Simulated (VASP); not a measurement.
## Geometry relaxation, with input and output: TaN (part 2 of 2)

Continued. System: TaN (Fm-3m, 2 atoms in the cell). Method: Kohn-Sham DFT of a periodic cell, r2SCAN, VASP PAW PBE potentials, recommended, no spin polarisation (VASP 6.6.1); cutoff 600 eV, 16×16×16 k-mesh, methfessel-paxton of 0.2 eV. The structure was built on a prototype by a generator; it need not be a known phase.

Geometry of the input (Å; fractional positions):
```
0.0000  2.2000  2.2000
2.2000  0.0000  2.2000
2.2000  2.2000  0.0000
Ta 0.0000  0.0000  0.0000
N  0.5000  0.5000  0.5000
```

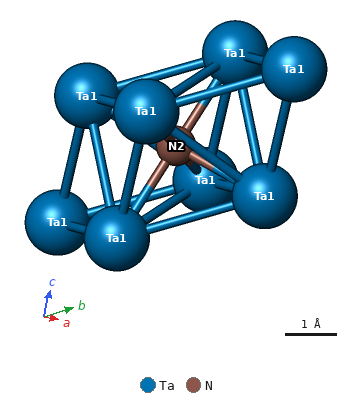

**Figure 1.** The geometry at step 1 of the log (ball-and-stick view of the cell of the calculation, seen slightly off an axis; atoms are numbered from 1 in the order of the input).

**Parts of OUTCAR, continued**
```
   k-points           NKPTS =    145   k-points in BZ     NKDIM =    145   number of bands    NBANDS=     12
   number of dos      NEDOS =    301   number of ions     NIONS =      2
   total plane-waves  NPLWV =  21952
   dimension x,y,z NGX =    28 NGY =   28 NGZ =   28
   dimension x,y,z NGXF=    56 NGYF=   56 NGZF=   56
   ions per type =               1   1
   NGX,Y,Z   is equivalent  to a cutoff of  14.96, 14.96, 14.96 a.u.
   NGXF,Y,Z  is equivalent  to a cutoff of  29.92, 29.92, 29.92 a.u.
 SYSTEM =  unknown system
   PREC   = accura    normal or accurate (medium, high low for compatibility)
   ISTART =      0    job   : 0-new  1-cont  2-samecut
   ICHARG =      2    charge: 1-file 2-atom 10-const
   ISPIN  =      1    spin polarized calculation?
   LNONCOLLINEAR =      F non collinear calculations
   LSORBIT =      F    spin-orbit coupling
   LASPH  =      T    aspherical Exc in radial PAW
   ENCUT  =  600.0 eV  44.10 Ry    6.64 a.u.   6.21  6.21  6.21*2*pi/ulx,y,z
   NELM   =     60;   NELMIN=  2; NELMDL= -5     # of ELM steps
   EDIFF  = 0.1E-06   stopping-criterion for ELM
   LREAL  =      F    real-space projection
   EDIFFG = -.5E-02   stopping-criterion for IOM
   NSW    =     40    number of steps for IOM
   IBRION =      2    ionic relax: 0-MD 1-quasi-New 2-CG
   NFREE  =      1    steps in history (QN), initial steepest desc. (CG)
   ISIF   =      3    stress and relaxation
   ISYM   =      2    0-nonsym 1-usesym 2-fastsym
   POTIM  = 0.5000    time-step for ionic-motion
   TEBEG  =    0.0;   TEEND  =   0.0 temperature during run
   PSTRESS=    0.0 pullay stress
   NELECT =      16.0000    total number of electrons
   NUPDOWN=      -1.0000    fix difference up-down
   EMIN   =  10.00;   EMAX   =-10.00  energy-range for DOS
   EFERMI =   0.00;   METHOD = LEGACY
   ISMEAR =     1;   SIGMA  =   0.20  broadening in eV -4-tet -1-fermi 0-gaus
   EFERMI_NEDOS =   21; number of points for ismear=-14 and -15
   IALGO  =     38    algorithm
   IMIX   =      4    mixing-type and parameters
     AMIX     =   0.40;   BMIX     =  1.00
     AMIX_MAG =   1.60;   BMIX_MAG =  1.00
  volume/ion in A,a.u.               =      10.65        71.86
  Fermi-wavevector in a.u.,A,eV,Ry     =   1.488271  2.812425 30.136250  2.214952
  Thomas-Fermi vector in A             =   2.601327
   LORBIT       =      0    0 simple, 1 ext, 2 COOP (PROOUT), +10 PAW based schemes
   METAGGA = R2SCAN    functional components
   LHFCALC =     F    Hartree Fock is set to
   AEXX    =    0.0000 exact exchange contribution
   IVDW    =     0    specifies the selected vdW correction
   LEPSILON=     F    determine dielectric tensor
   LRPA    =     F    only Hartree local field effects (RPA)
 conjugate gradient relaxation of ions
 non-spin polarized calculation
 Methfessel and Paxton  Order N= 1 SIGMA  =   0.20
  energy-cutoff  :      600.00
  volume of cell :       21.30
 maximum number of plane-waves:       725
 NGX is ok and might be reduce to    28
   NGX = 13   NGY = 13   NGZ = 13

--------------------------------------- Ionic step        1  -------------------------------------------

 number of electron      15.9999999 magnetization

 Free energy of the ion-electron system (eV)
  ---------------------------------------------------
  ext. energy  EPLUGINS =         0.00000000
  ---------------------------------------------------
  free energy    TOTEN  =       -59.62393523 eV

  energy without entropy =      -59.62173247  energy(sigma->0) =      -59.62320098

------------------------ aborting loop because EDIFF is reached ----------------------------------------

  FORCE on cell =-STRESS in cart. coord.  units (eV):
  Direction    XX          YY          ZZ          XY          YZ          ZX
  --------------------------------------------------------------------------------------
  -------------------------------------------------------------------------------------
  Total        0.1472328      0.1472328      0.1472328     -0.0000000     -0.0000000      0.0000000
  in kB       11.0768729     11.0768729     11.0768729     -0.0000000     -0.0000000      0.0000000
  external PRESSURE =      11.0768729 kB  Pullay stress =       0.0000000 kB

 VOLUME and BASIS-vectors are now :
 -----------------------------------------------------------------------------
  energy-cutoff  :      600.00
  volume of cell :       21.30
      direct lattice vectors                 reciprocal lattice vectors
     0.000000000  2.200000000  2.200000000    -0.227272727  0.227272727  0.227272727
     2.200000000  0.000000000  2.200000000     0.227272727 -0.227272727  0.227272727
     2.200000000  2.200000000  0.000000000     0.227272727  0.227272727 -0.227272727

 POSITION                                       TOTAL-FORCE (eV/Angst)
 -----------------------------------------------------------------------------------
      0.00000      0.00000      0.00000        -0.000000      0.000000      0.000000
      2.20000      2.20000      2.20000         0.000000     -0.000000     -0.000000
 -----------------------------------------------------------------------------------
    total drift:                                0.000000      0.000000      0.000000

  FREE ENERGIE OF THE ION-ELECTRON SYSTEM (eV)
  ---------------------------------------------------
  free  energy   TOTEN  =       -59.6239352349 eV

  energy  without entropy=      -59.6217324730  energy(sigma->0) =      -59.62320098

--------------------------------------- Ionic step        2  -------------------------------------------

 number of electron      15.9999999 magnetization

------------------------ aborting loop because EDIFF is reached ----------------------------------------

  FORCE on cell =-STRESS in cart. coord.  units (eV):
  Direction    XX          YY          ZZ          XY          YZ          ZX
  --------------------------------------------------------------------------------------
  -------------------------------------------------------------------------------------
  Total       -0.3474859     -0.3474859     -0.3474859      0.0000000      0.0000000      0.0000000
  in kB      -25.8660921    -25.8660921    -25.8660921      0.0000000      0.0000000      0.0000000
  external PRESSURE =     -25.8660921 kB  Pullay stress =       0.0000000 kB

 VOLUME and BASIS-vectors are now :
 -----------------------------------------------------------------------------
  energy-cutoff  :      600.00
  volume of cell :       21.52
      direct lattice vectors                 reciprocal lattice vectors
    -0.000000000  2.207813192  2.207813192    -0.226468436  0.226468436  0.226468436
     2.207813192  0.000000000  2.207813192     0.226468436 -0.226468436  0.226468436
     2.207813192  2.207813192  0.000000000     0.226468436  0.226468436 -0.226468436

 POSITION                                       TOTAL-FORCE (eV/Angst)
 -----------------------------------------------------------------------------------
      2.20781      0.00000      2.20781        -0.000000     -0.000000     -0.000000
      2.20781      2.20781      2.20781         0.000000      0.000000      0.000000
 -----------------------------------------------------------------------------------
    total drift:                                0.000000      0.000000      0.000000

  FREE ENERGIE OF THE ION-ELECTRON SYSTEM (eV)
  ---------------------------------------------------
  free  energy   TOTEN  =       -59.6228438555 eV

  energy  without entropy=      -59.6206520373  energy(sigma->0) =      -59.62211325

--------------------------------------- Ionic step        3  -------------------------------------------

 number of electron      15.9999999 magnetization

 Free energy of the ion-electron system (eV)
  ---------------------------------------------------
  ext. energy  EPLUGINS =         0.00000000
  ---------------------------------------------------
  free energy    TOTEN  =       -59.62416005 eV

  energy without entropy =      -59.62196016  energy(sigma->0) =      -59.62342675

 E-fermi :   9.5554     XC(G=0): -14.4254     alpha+bet :-15.2802

 val. band max:        9.5428199919   @ k =  -0.3125   0.3750   0.1875
 cond. band min:       9.5563612210   @ k =  -0.3125   0.3125   0.1250
 fundamental gap:      0.0135412290
 Fermi energy:         9.5553618146

 k-point     1 :       0.0000    0.0000    0.0000
  band No.  band energies     occupation
      1     -27.5982      2.00000
      2     -27.5982      2.00000
      3     -27.5982      2.00000
      4     -10.4168      2.00000
      5       5.4270      2.00000
      6       5.4270      2.00000
      7       5.4270      2.00000
      8       7.4060      2.00000
      9       7.4060      2.00000
     10       7.4060      2.00000
     11       9.6916      0.09380
     12       9.6916      0.09380

 k-point     2 :       0.0625    0.0000    0.0000
  band No.  band energies     occupation
      1     -27.6338      2.00000
      2     -27.6013      2.00000
      3     -27.6013      2.00000
      4     -10.3216      2.00000
      5       4.9212      2.00000
      6       5.0928      2.00000
      7       5.0928      2.00000
      8       7.5639      2.00000
      9       7.5639      2.00000
     10       7.6260      2.00000
     11      10.0828     -0.00123
     12      10.0828     -0.00123

 k-point     3 :       0.1250    0.0000    0.0000
  band No.  band energies     occupation
      1     -27.7338      2.00000
      2     -27.6101      2.00000
      3     -27.6101      2.00000
      4     -10.0465      2.00000
      5       3.8668      2.00000
      6       4.3840      2.00000
      7       4.3840      2.00000
      8       7.9399      2.00000
      9       7.9399      2.00000
     10       7.9728      2.00000
     11      11.0483     -0.00000
     12      11.0483     -0.00000

 k-point     4 :       0.1875    0.0000    0.0000
  band No.  band energies     occupation
      1     -27.8802      2.00000
      2     -27.6233      2.00000
      3     -27.6233      2.00000
      4      -9.6219      2.00000
      5       2.6763      2.00000
      6       3.6188      2.00000
      7       3.6188      2.00000
      8       8.3329      2.00000
      9       8.4772      2.00000
     10       8.4772      2.00000
     11      12.2873     -0.00000
     12      12.2873     -0.00000

 k-point     5 :       0.2500    0.0000    0.0000
  band No.  band energies     occupation
      1     -28.0478      2.00000
      2     -27.6389      2.00000
      3     -27.6389      2.00000
      4      -9.0942      2.00000
      5       1.5090      2.00000
      6       2.9260      2.00000
      7       2.9260      2.00000
      8       8.7900      2.00000
      9       9.1539      2.01561
     10       9.1539      2.01561
     11      13.6205      0.00000
     12      13.6205      0.00000

 [... the levels of 18 k-points are left out ...]

 k-point    24 :      -0.0625    0.0625    0.0000
  band No.  band energies     occupation
      1     -27.6830      2.00000
      2     -27.6203      2.00000
      3     -27.6001      2.00000
      4     -10.1684      2.00000
      5       4.2113      2.00000
      6       4.5431      2.00000
      7       4.8984      2.00000
      8       7.5844      2.00000
      9       7.7829      2.00000
     10       8.1183      2.00000
     11      10.1172     -0.00052
     12      10.9802     -0.00000

 [... further k-points ...]

------------------------ aborting loop because EDIFF is reached ----------------------------------------

  FORCE on cell =-STRESS in cart. coord.  units (eV):
  Direction    XX          YY          ZZ          XY          YZ          ZX
  --------------------------------------------------------------------------------------
  -------------------------------------------------------------------------------------
  Total        0.0005095      0.0005095      0.0005095      0.0000000      0.0000000      0.0000000
  in kB        0.0382132      0.0382132      0.0382132      0.0000000      0.0000000      0.0000000
  external PRESSURE =       0.0382132 kB  Pullay stress =       0.0000000 kB

 VOLUME and BASIS-vectors are now :
 -----------------------------------------------------------------------------
  energy-cutoff  :      600.00
  volume of cell :       21.36
      direct lattice vectors                 reciprocal lattice vectors
    -0.000000000  2.202280069  2.202280069    -0.227037427  0.227037427  0.227037427
     2.202280069  0.000000000  2.202280069     0.227037427 -0.227037427  0.227037427
     2.202280069  2.202280069  0.000000000     0.227037427  0.227037427 -0.227037427

 POSITION                                       TOTAL-FORCE (eV/Angst)
 -----------------------------------------------------------------------------------
      0.00000      0.00000      0.00000         0.000000      0.000000     -0.000000
      2.20228      2.20228      2.20228        -0.000000     -0.000000      0.000000
 -----------------------------------------------------------------------------------
    total drift:                                0.000000      0.000000      0.000000

  FREE ENERGIE OF THE ION-ELECTRON SYSTEM (eV)
  ---------------------------------------------------
  free  energy   TOTEN  =       -59.6241600479 eV

  energy  without entropy=      -59.6219601564  energy(sigma->0) =      -59.62342675

 reached required accuracy - stopping structural energy minimisation
```

**CONTCAR**
```
TaN
   1.00000000000000
    -0.0000000000000000    2.2022800691259565    2.2022800691259565
     2.2022800691259565    0.0000000000000000    2.2022800691259565
     2.2022800691259565    2.2022800691259565    0.0000000000000000
  Ta              N
     1     1
Direct
     0.0000000000000000    0.0000000000000000    0.0000000000000000
     0.5000000000000000    0.5000000000000000    0.5000000000000000

  0.00000000E+00  0.00000000E+00  0.00000000E+00
  0.00000000E+00  0.00000000E+00  0.00000000E+00
```

**Trajectory as extended XYZ (Å, eV, eV/Å), 3 frames, from step=0 to step=2**
```
2
Lattice="0.0000 2.2000 2.2000 2.2000 0.0000 2.2000 2.2000 2.2000 0.0000" Properties=species:S:1:pos:R:3:forces:R:3 step=0 energy=-59.62394
Ta    0.0000    0.0000    0.0000    0.0000   0.0000   0.0000
N     2.2000    2.2000    2.2000    0.0000   0.0000   0.0000
2
Lattice="-0.0000 2.2078 2.2078 2.2078 0.0000 2.2078 2.2078 2.2078 0.0000" Properties=species:S:1:pos:R:3:forces:R:3 step=1 energy=-59.62284
Ta    2.2078    0.0000    2.2078    0.0000   0.0000   0.0000
N     2.2078    2.2078    2.2078    0.0000   0.0000   0.0000
2
Lattice="-0.0000 2.2023 2.2023 2.2023 0.0000 2.2023 2.2023 2.2023 0.0000" Properties=species:S:1:pos:R:3:forces:R:3 step=2 energy=-59.62416
Ta    0.0000    0.0000    0.0000    0.0000   0.0000   0.0000
N     2.2023    2.2023    2.2023    0.0000   0.0000   0.0000
```

**Summary**

| quantity | value |
| --- | --- |
| outcome | converged |
| space group (tolerance 0.01 Å) | Fm-3m (225) |
| electrons treated | 16 |
| free energy | −59.6242 eV |
| Fermi energy | 9.555 eV |
| gap on the k-point mesh | none (metallic) |
| pressure | 0.00 GPa |
| final volume | 21.36 Å³ |
| largest force (length of the vector) at the end | under 0.001 eV/Å |
| final cell | a = 3.114 Å, b = 3.114 Å, c = 3.114 Å, α = 60.00°, β = 60.00°, γ = 60.00° |
| hardware | 4 threads of AMD EPYC (Zen 3), 64 GiB of memory available, shared host |
| wall time | 7.1 min (CPU time 27 min) |
| peak memory | 0.17 GiB |

**Notes**

Spin–orbit coupling is left out, which matters for Ta.
